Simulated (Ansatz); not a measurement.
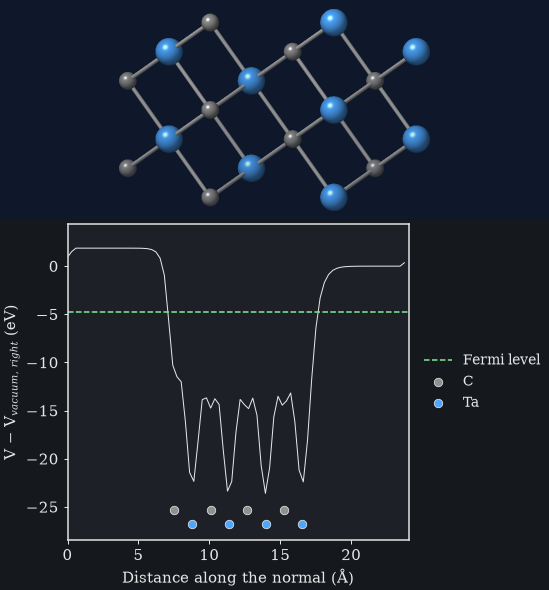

Plane-averaged electrostatic potential energy of an electron across the slab; circles at the bottom mark the heights of the atoms. The structure is drawn too.

System: a (111) slab cut from TaC (Fm-3m), unrelaxed, ended by Ta above and C below, 8 atoms in the cell.

```cif
data_structure
_symmetry_space_group_name_H-M 'P 1'
_symmetry_Int_Tables_number 1
_cell_length_a 3.1645
_cell_length_b 3.1645
_cell_length_c 24.0433
_cell_angle_alpha 90.000
_cell_angle_beta 90.000
_cell_angle_gamma 120.000
_cell_volume 208.51
loop_
_atom_site_label
_atom_site_type_symbol
_atom_site_fract_x
_atom_site_fract_y
_atom_site_fract_z
_atom_site_occupancy
C1 C 0.33333 0.66667 0.31194 1
Ta1 Ta 0.66667 0.33333 0.36567 1
C2 C 0.00000 0.00000 0.41940 1
Ta2 Ta 0.33333 0.66667 0.47313 1
C3 C 0.66667 0.33333 0.52687 1
Ta3 Ta 0.00000 0.00000 0.58060 1
C4 C 0.33333 0.66667 0.63433 1
Ta4 Ta 0.66667 0.33333 0.68806 1
```

Method: DFT PBE, scalar-relativistic, plane waves, PAW, no spin polarisation, 12×12×1 k mesh, 420 eV cutoff (Ansatz 0.2.0).

What is the work function?

Answer. The work function is 4.79 eV at the right face and 6.66 eV at the left.

How thick are slab and vacuum?

Answer. The outermost atoms are 9.0 Å apart, which leaves 15.0 Å of vacuum in a cell 24.0 Å high.

The atoms aren't at rest in this cell (largest force 3.5 eV/Å), so the relaxed material can differ. Spin-orbit coupling is left out, which matters for Ta.
